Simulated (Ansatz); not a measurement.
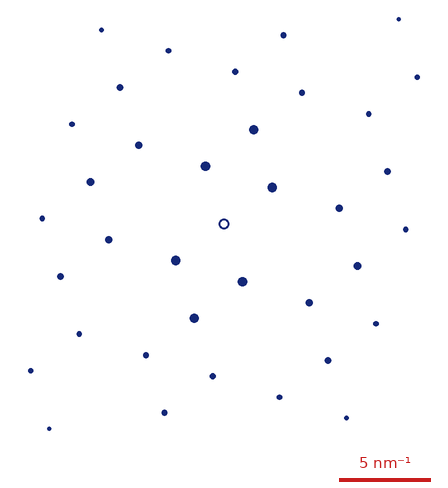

The pattern is a kinematic simulation for 200 kV electrons (no multiple scattering; isotropic B = 0.5 Å²).

It belongs to Ni, space group Fd-3m (No. 227), a = 5.164 Å. Structure: the input geometry of an electronic-structure calculation (not necessarily at equilibrium); the starting structure was generated, so it need not be a known form of this composition.

```
Ni
1.0
     5.16395    0.00000    0.00000
     0.00000    5.16395    0.00000
     0.00000    0.00000    5.16395
Ni
8
Direct
  0.75000 0.75000 0.75000
  0.00000 0.50000 0.00000
  0.75000 0.25000 0.25000
  0.00000 0.00000 0.50000
  0.25000 0.75000 0.25000
  0.50000 0.50000 0.50000
  0.25000 0.25000 0.75000
  0.50000 0.00000 0.00000
```

Measure the pattern against the scale bar and name the zone.

The spots form a centred rectangular net with both shortest vectors at d = 2.98 Å, 70.5° apart. They index as -1 1 -1 and -1 1 1, so the zone axis is [110] (or an equivalent direction of <110>).

List the strongest reflections.

Strongest reflections with d > 0.87 Å, one of each family (|F|² from tabulated Gaussian fits of the electron scattering factors, times a small damping for the curvature of the Ewald sphere):

```
   hkl  d (Å)  I (strongest = 100)
1 -1 1  2.981                  100
2 -2 0  1.826                   87
 0 0 4  1.291                   41
1 -1 3  1.557                   31
2 -2 4  1.054                   24
3 -3 1  1.185                   17
```
